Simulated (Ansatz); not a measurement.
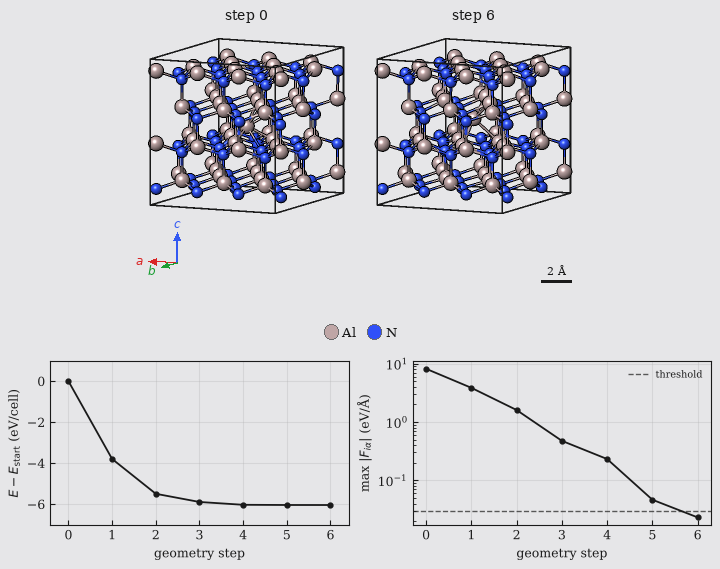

First and last geometry of a relaxation of a defect cell of composition Al₄₉N₄₈, with the history of the run. The picture is a ball-and-stick view of the cell of the calculation (origin shifted), seen from a free direction.

Level of theory: Ansatz, DFT, PBEsol, PAW, plane waves. Set-up: plane-wave cutoff 420 eV; k-point mesh 1 × 1 × 1; mesh shifted by (0.25, 0.25, 0.25); collinear spin; atoms relaxed in a fixed cell; force threshold 0.03 eV/Å; at most 80 steps.

**Did the run converge, and what did it change?**

It converged. After 6 geometry steps the energy has fallen by 6.041 eV per cell of the calculation. Largest force component: 8.2 eV/Å at the start, 0.023 eV/Å at the end. The largest move is that of an Al atom, 0.53 Å along +c. Largest moves by element: Al 0.53 Å, N 0.22 Å. The cell doesn't change. Some distances before and after: Al–N 2.318 → 2.918 Å, Al–N 2.353 → 2.916 Å, Al–Al 2.004 → 2.377 Å, Al–N 1.836 → 2.122 Å. Among the angles between lasting bonds that change: Al–Al–N 172.9° → 149.2°, Al–Al–N 169.9° → 149.1°, Al–Al–N 72.9° → 84.9°. The run took 2.6 min on 7 threads of Arm Neoverse-V2, peak memory 3.2 GiB.
